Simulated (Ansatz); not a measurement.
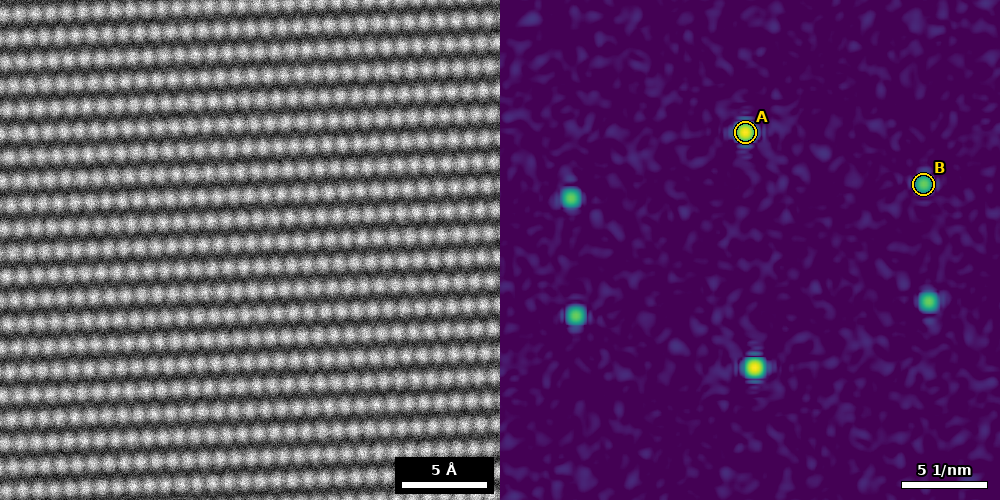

HRTEM-like image of a crystal. Simulated in the weak-phase-object approximation with neutral-atom potentials: 300 kV, Cs = −40 µm, defocus +106 Å (negative is underfocus), defocus spread 12 Å, aperture 1.15 1/Å. Shot noise was added.

The right panel is the modulus of the image's Fourier transform on a logarithmic scale.

Question: Which lattice spacings do the marked spots stand for, and what angle do A and B enclose?

Answer: A: 1.4 Å, B: 0.9 Å; A and B enclose about 72°.

The crystal is Al (Fm-3m, No. 225) along [221]; the spots are (-2 2 0) and (0 2 -4). Structure: the geometry given to an electronic-structure calculation, possibly off equilibrium.
